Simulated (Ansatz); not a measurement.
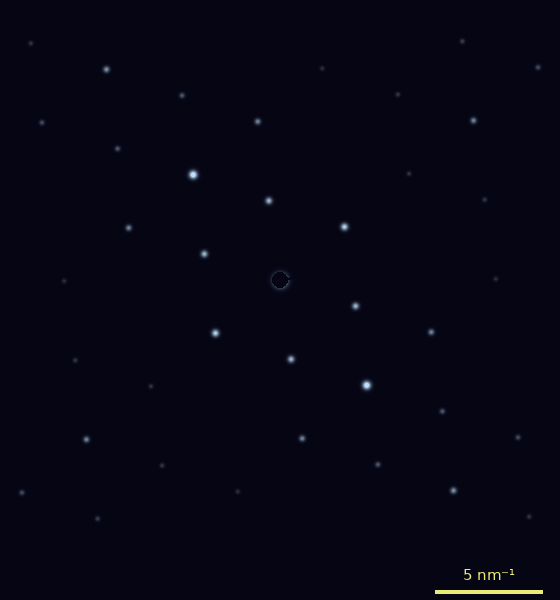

Simulated selected-area electron diffraction pattern (200 kV, kinematic approximation, thin crystal, B = 0.3 Å² for all atoms).

Phase: AlN, space group P6_3mc (No. 186), a = 3.118 Å, c = 15.198 Å (hexagonal axes). Structure: coordinates from a relaxation with DFT PBE, scalar-relativistic, plane waves, PAW in Ansatz; the starting structure was generated, so it need not be a known form of this composition.

Which low-index zone axis gives this pattern?

Answer. The spots form a centred rectangular net with both shortest vectors at d = 2.66 Å, 63.0° apart. They index as 0 1 -1 and -1 1 1, so the zone axis is [211] (or an equivalent direction of <211>). The zones [101], [201] give nearly the same net, so geometry alone does not settle it; this pattern was computed for [211].

Which reflections of this zone are missing, and why?

Answer. A glide plane extinguishes reflections such as 1 1 -3, 2 -1 -3; reflections such as 0 3 -3, 3 -3 -3 are allowed by the space group but vanish because the atoms sit on special positions. In a thicker crystal double diffraction can put intensity into those places emptied by glide planes or screw axes that lie on the net of the visible spots, but never into those emptied by centring.
